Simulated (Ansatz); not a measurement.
# Calculations on N

Part 1: Relaxation

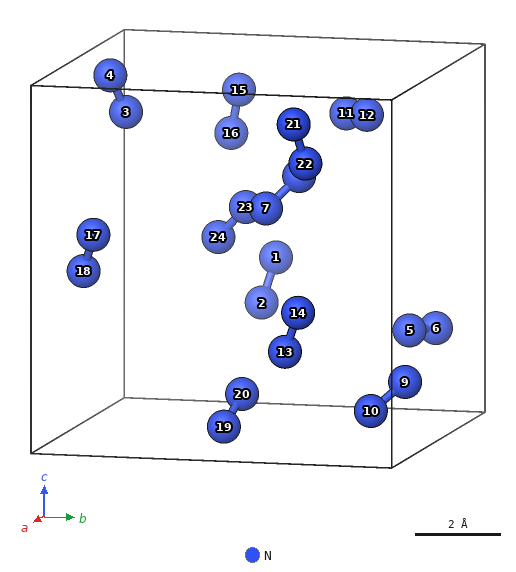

This is the input geometry for a relaxation of an amorphous cell of composition N. A ball-and-stick model of the cell of the calculation, seen slightly off an axis.

The cell holds 12 N2. The run prepares the start of a later molecular dynamics calculation, from a guessed geometry.

The calculation used Ansatz, DFT PBEsol, scalar-relativistic, plane waves, PAW.

Input file:
```yaml
accuracy: low
crystal:
  lattice:
    - [8.862095, 0.0, 0.0]
    - [0.0, 8.862095, 0.0]
    - [0.0, 0.0, 8.862095]
  atoms:
    - { symbol: "N", position: [0.0717956, 0.4390922, 0.4092676] }
    - { symbol: "N", position: [0.1105359, 0.409414, 0.2914693] }
    - { symbol: "N", position: [0.4716387, 0.1266944, 0.8530379] }
    - { symbol: "N", position: [0.5339738, 0.0993927, 0.9608666] }
    - { symbol: "N", position: [0.4361896, 0.9036156, 0.2846475] }
    - { symbol: "N", position: [0.3163229, 0.9458433, 0.2743105] }
    - { symbol: "N", position: [0.6970271, 0.5731905, 0.642475] }
    - { symbol: "N", position: [0.6353883, 0.6492093, 0.7242054] }
    - { symbol: "N", position: [0.7827076, 0.9810591, 0.2002528] }
    - { symbol: "N", position: [0.8574118, 0.9055469, 0.1297174] }
    - { symbol: "N", position: [0.3019434, 0.6936748, 0.8455912] }
    - { symbol: "N", position: [0.3984852, 0.7757699, 0.8596672] }
    - { symbol: "N", position: [0.9598997, 0.6939809, 0.2979199] }
    - { symbol: "N", position: [0.9962431, 0.7398291, 0.4112123] }
    - { symbol: "N", position: [0.1061235, 0.3453471, 0.8665298] }
    - { symbol: "N", position: [0.081995, 0.3176968, 0.7444179] }
    - { symbol: "N", position: [0.8206943, 0.1266994, 0.5722978] }
    - { symbol: "N", position: [0.7673396, 0.0857883, 0.4639575] }
    - { symbol: "N", position: [0.8421008, 0.4940044, 0.068645] }
    - { symbol: "N", position: [0.741507, 0.5184812, 0.1430751] }
    - { symbol: "N", position: [1.0029659, 0.7292712, 0.9233327] }
    - { symbol: "N", position: [0.948235, 0.747499, 0.8096211] }
    - { symbol: "N", position: [0.353132, 0.4281605, 0.5884961] }
    - { symbol: "N", position: [0.3205465, 0.3437436, 0.4986628] }
basis:
  ecutwfc: 420.0
kpoints:
  mp_grid: { grid: [1, 1, 1] }
hamiltonian:
  xc: pbesol
scf:
  occupations: { method: fermi_dirac, width: 0.05 }
  lower_state_search: "off"
relax:
  f_tol: 0.3
  max_steps: 15
  adjacent_minimum: "off"
```

Launched with:
```bash
ansatz run input.yaml --threads 1 --pin off --max-ram 3072MiB --backend cpu --events-out ev --progress --plain --runs-dir out
```

### Where does the relaxation end?

The energy falls by 1.873 eV per cell of the calculation in 7 accepted moves (9 points after the start). The largest force component goes from 3.8 to 0.27 eV/Å. The line search rejected the trial steps at points 6, 8 of the run. The forces were under the threshold at step 7, but the run went on from there. The atom that moves furthest is N9 (0.95 Å along [0 3 −1]). The lattice vectors keep their values. Among the contacts that change: N11–N12 1.130 → 1.101 Å. Cost: 43 s on 1 thread of Arm Neoverse V1, with other jobs on the host, peak memory 0.51 GiB.

Final geometry:

```
N
1.0
     8.86210    0.00000    0.00000
     0.00000    8.86210    0.00000
     0.00000    0.00000    8.86210
N
24
Direct
  0.01724 0.36498 0.36277
  0.09085 0.32954 0.26908
  0.45318 0.15294 0.83772
  0.49121 0.15319 0.95589
  0.43137 0.89014 0.30606
  0.33004 0.95266 0.27064
  0.72177 0.53548 0.59543
  0.68747 0.62989 0.66869
  0.78198 0.08393 0.16929
  0.84985 0.99561 0.11435
  0.35844 0.65830 0.87058
  0.41752 0.76248 0.90367
  0.96403 0.72685 0.34071
  0.03070 0.78342 0.42888
  0.10538 0.32664 0.88317
  0.07803 0.33424 0.76227
  0.79545 0.11074 0.64143
  0.74830 0.06374 0.53640
  0.75338 0.47224 0.05176
  0.68267 0.51372 0.14502
  0.01193 0.72658 0.91515
  0.97383 0.78557 0.81264
  0.38790 0.41255 0.54429
  0.39169 0.30757 0.47778
```

The end point in the same view:

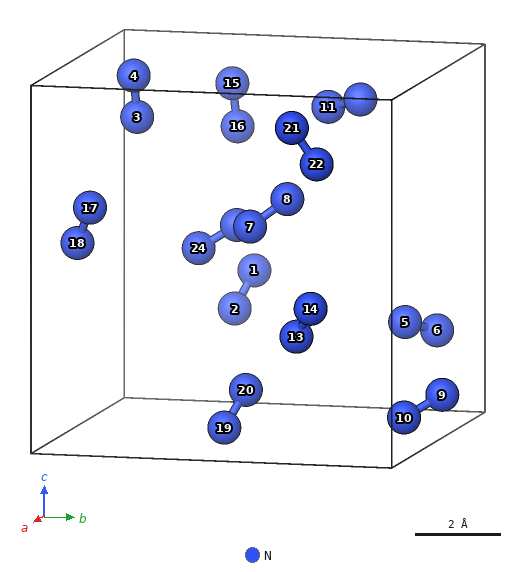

Limits of the set-up: the program's low-accuracy preset was used.

Part 2: Dynamics

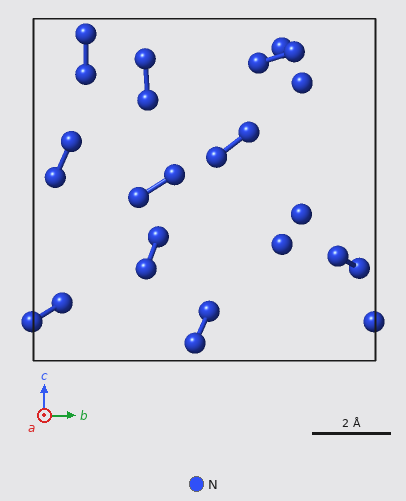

Starting frame of a dynamics run of a periodic cell with 12 N2 at 0.802 g/cm³. The picture is a ball-and-stick view of the simulation cell, seen along the a axis.

The calculation used DFT PBEsol, scalar-relativistic, plane waves, PAW (Ansatz).

Input
```yaml
accuracy: low
crystal:
  lattice:
    - [8.862095, 0.0, 0.0]
    - [0.0, 8.862095, 0.0]
    - [0.0, 0.0, 8.862095]
  atoms:
    - { symbol: "N", position: [0.01723697, 0.36498459, 0.36276522] }
    - { symbol: "N", position: [0.09085128, 0.32953539, 0.26907821] }
    - { symbol: "N", position: [0.45318471, 0.15293725, 0.83771528] }
    - { symbol: "N", position: [0.49120919, 0.15318872, 0.95589432] }
    - { symbol: "N", position: [0.43136512, 0.89014164, 0.30605973] }
    - { symbol: "N", position: [0.33004098, 0.9526629, 0.27064183] }
    - { symbol: "N", position: [0.72176518, 0.53547847, 0.59542817] }
    - { symbol: "N", position: [0.68747453, 0.62988789, 0.66868793] }
    - { symbol: "N", position: [0.78198288, 1.08393477, 0.16929309] }
    - { symbol: "N", position: [0.84984633, 0.99560818, 0.11435331] }
    - { symbol: "N", position: [0.35843725, 0.65829854, 0.87057508] }
    - { symbol: "N", position: [0.41751881, 0.76248107, 0.90366692] }
    - { symbol: "N", position: [0.96402778, 0.72685157, 0.34071193] }
    - { symbol: "N", position: [1.03070381, 0.78341605, 0.42887861] }
    - { symbol: "N", position: [0.1053819, 0.32663658, 0.88317476] }
    - { symbol: "N", position: [0.07802743, 0.33424319, 0.76227478] }
    - { symbol: "N", position: [0.79544792, 0.1107423, 0.64142937] }
    - { symbol: "N", position: [0.74830046, 0.06374084, 0.53640198] }
    - { symbol: "N", position: [0.75337787, 0.47224489, 0.05176451] }
    - { symbol: "N", position: [0.68267315, 0.51371783, 0.14501831] }
    - { symbol: "N", position: [1.01192646, 0.72657936, 0.91515219] }
    - { symbol: "N", position: [0.9738266, 0.78557217, 0.81264368] }
    - { symbol: "N", position: [0.38790401, 0.4125458, 0.54428985] }
    - { symbol: "N", position: [0.39169167, 0.30757421, 0.47777733] }
basis:
  ecutwfc: 420.0
kpoints:
  mp_grid: { grid: [1, 1, 1] }
hamiltonian:
  xc: pbesol
scf:
  occupations: { method: fermi_dirac, width: 0.05 }
  lower_state_search: "off"
md:
  timestep: 1
  n_steps: 170
  ensemble: nvt_langevin
  temperature: 350.0
  initial_velocities: maxwell_boltzmann
  seed: 650635
  friction: 0.02
```

Run as
```bash
ansatz run input.yaml --threads 1 --pin off --max-ram 3072MiB --backend cpu --events-out ev --progress --plain --runs-dir out
```

> What does the trajectory do?

Over the second half the temperature averages 323 K (spread ±62 K). The potential energy in the second half lies on average 16.0 meV per atom above the first frame. Root-mean-square distances from the starting positions over the second half, with the common drift of all atoms taken out: N 0.51 Å. The heavy atoms stay within a fraction of a molecule's size of their starting places; so short a run doesn't tell a liquid from a solid.

Along the run (each row but the first and the last is the mean over the interval that it begins):

| time (fs) | potential energy (meV/atom) | T (K) |
| --- | --- | --- |
| 0.0 | 0.0 | 335 |
| 17.0 | 7.2 | 271 |
| 34.0 | 7.1 | 273 |
| 51.0 | 9.5 | 275 |
| 68.0 | 10.4 | 267 |
| 85.0 | 11.8 | 233 |
| 102.0 | 15.2 | 310 |
| 119.0 | 17.5 | 310 |
| 136.0 | 17.5 | 376 |
| 153.0 | 18.1 | 383 |
| 170.0 | 18.4 | 387 |

The paths of the atoms:

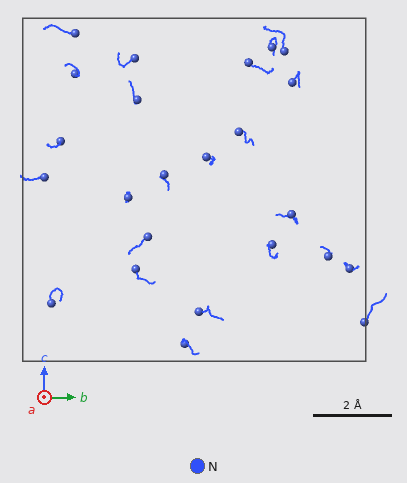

Limits of the set-up: the program's low-accuracy preset was used.

Part 3: Dynamics

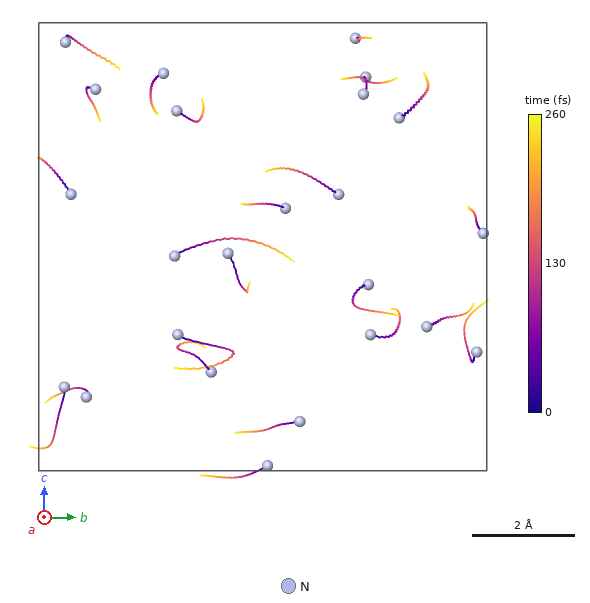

A Born-Oppenheimer molecular dynamics run of a periodic cell with 12 N2 at 0.802 g/cm³, 260 fs long. It starts from the last geometry of an earlier run, with fresh velocities. Lines trace each atom's path, coloured by time; spheres stand at the starting positions. Seen along the a axis in the simulation cell.

Computed with DFT PBEsol, scalar-relativistic, plane waves, PAW in Ansatz. Settings: plane-wave cutoff 420 eV; k-point mesh 1 × 1 × 1; Fermi-Dirac smearing 0.05 eV; low-accuracy preset; constant energy (NVE); velocities drawn for 350 K; time step 1 fs.

Q: Describe the motion.

A: In the second half of the run the atoms are, in the root-mean-square, this far from where they began (common drift taken out): N 1.14 Å. The molecules turn and drift from their places. The mean temperature in the second half is 357 K (standard deviation 19 K). The potential energy in the second half lies on average 1.0 meV per atom below the first frame.

Limits of the set-up: the program's low-accuracy preset was used.

The run took 14 min on 1 thread of Arm Neoverse V1, with other jobs on the host, peak memory 0.51 GiB.
